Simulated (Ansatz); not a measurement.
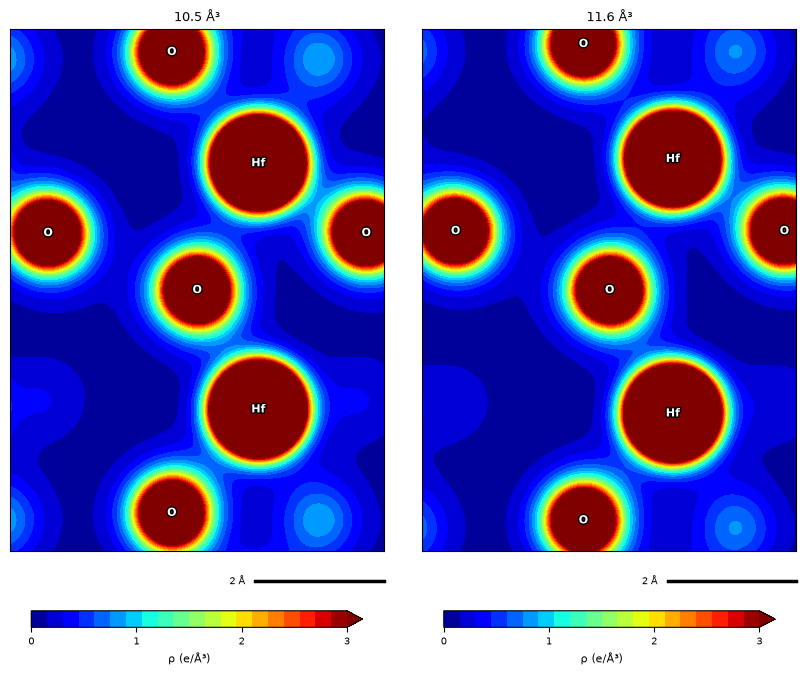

HfO₂. The valence charge density (pseudo) of cells scaled evenly to different volumes (given per atom above each panel), on the (101) plane of each (indices in the axes of the cell below), at one length scale and on one colour scale.

A structure from a database of computed crystals, not necessarily the ambient phase.

Theory: Kohn-Sham DFT of a periodic cell, PBEsol with D3(BJ), Ansatz PAW (Ansatz).

The density is the valence pseudo-density of a PAW calculation; it isn't the true density close to the nuclei.

The largest cell:

```cif
data_structure
_symmetry_space_group_name_H-M 'P 1'
_symmetry_Int_Tables_number 1
_cell_length_a 5.3218
_cell_length_b 5.1029
_cell_length_c 5.1314
_cell_angle_alpha 90.000
_cell_angle_beta 90.000
_cell_angle_gamma 90.000
_cell_volume 139.35
loop_
_atom_site_label
_atom_site_type_symbol
_atom_site_fract_x
_atom_site_fract_y
_atom_site_fract_z
_atom_site_occupancy
Hf1 Hf 0.96699 0.73252 0.74144 1
Hf2 Hf 0.53301 0.73252 0.24144 1
Hf3 Hf 0.46699 0.26748 0.74144 1
Hf4 Hf 0.03301 0.26748 0.24144 1
O1 O 0.63213 0.92865 0.87927 1
O2 O 0.86787 0.92865 0.37927 1
O3 O 0.23395 0.53988 0.49229 1
O4 O 0.26605 0.53988 0.99229 1
O5 O 0.76605 0.46012 0.99229 1
O6 O 0.73395 0.46012 0.49229 1
O7 O 0.13213 0.07135 0.87927 1
O8 O 0.36787 0.07135 0.37927 1
```

| volume (Å³/atom) | Hf–O contact in the plane (Å) | ρ at its midpoint (e/Å³) | pressure (GPa) | gap on the mesh (eV) | 
| --- | --- | --- | --- | --- |
| 10.52 | 1.997 | 0.982 | 9.9 | 4.51 | 
| 10.74 | 2.011 | ? | ? | ? | 
| 11.61 | 2.064 | 0.821 | −15.0 | 4.18 | 

What values belong in the row with question marks?

Over the known rows ln ρ falls by 2.67 per Å of Hf–O distance (the line through the two), which gives 0.946 e/Å³ at 2.011 Å; the calculation gives 0.946 e/Å³. For the pressure, a straight line in volume between the neighbouring rows gives 4.9 GPa; the calculation gives 3.8, lower because pressure rises ever faster on compression. For the gap on the mesh, a straight line in volume between the neighbouring rows gives 4.44 eV; the calculation gives 4.44.
